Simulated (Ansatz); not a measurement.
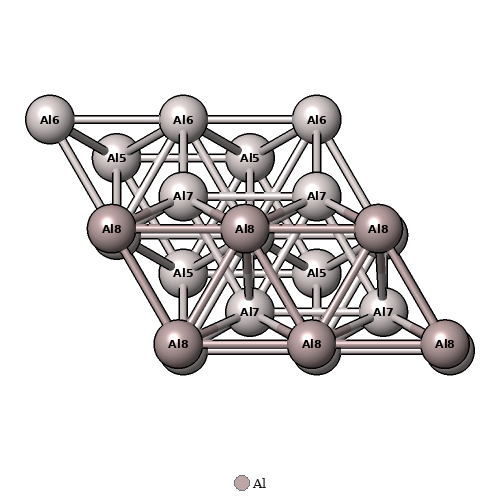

The system is H on an Al(001) slab cut from the P6_3/mmc phase, its upper half relaxed before the scan (8 atoms of substrate and one adsorbate in a 1 × 1 cell); the picture shows it without the atoms that are moved over the map. H is moved over the surface cell; relaxed at each place: the height of the adsorbate's atoms and the top layer of the substrate; the origin of the map has the adsorbate above Al8. Places are given modulo a cell vector. The map is drawn in real space over the plane of the surface. Grid: 6 × 6 points; 12 points were computed and 24 follow by symmetry. Energies are in meV, from the lowest grid point. At some places the adsorbate sinks to or below the level of the top layer. With one adsorbate in each 1 × 1 cell, its nearest image is 2.9 Å away, so neighbouring adsorbates interact. Method: Ansatz 0.2.0, DFT PBE, scalar-relativistic, plane waves, PAW. Settings: cutoff 420 eV, k-mesh 9×9×1, gaussian smearing 0.1 eV, no spin polarisation.

Range: position of H9 along the first surface vector from 0.000 to 0.833; position of H9 along the second surface vector from 0.000 to 0.833.

Predict the map.

The lowest grid point is at (1/6, 3/6) of the cell vectors [nearest 1 Al at 1.80 Å]. The highest grid point, a place at or below the level of the top layer, (2/6, 4/6) of the cell vectors, lies 354 meV above the lowest. At the lowest point the adsorbate has 1 Al at 1.80 Å as nearest neighbours, at the highest 3 Al at 2.09 Å. Its relaxed height above the top atom is 1.01 Å at the lowest and −0.95 Å at the highest point.

| second ↓, first → | 0/6 | 1/6 | 2/6 | 3/6 | 4/6 | 5/6 |
| --- | --- | --- | --- | --- | --- | --- |
| 5/6 | 111 | 80 | 0 | 0 | 80 | 111 |
| 4/6 | 39 | 0 | 354 | 0 | 39 | 33 |
| 3/6 | 11 | 0 | 0 | 11 | 32 | 32 |
| 2/6 | 39 | 80 | 39 | 32 | 262 | 32 |
| 1/6 | 111 | 111 | 33 | 32 | 32 | 33 |
| 0/6 | 123 | 111 | 39 | 11 | 39 | 111 |

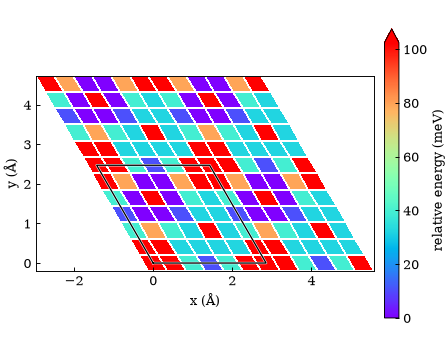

In the figure: one coloured cell a grid point, the outline of one cell of the 2 × 2 shown, one colour for all values above the top of the scale.

The whole map (12 points run) took 36 min on 1 thread of Arm Neoverse N1 (shared host).
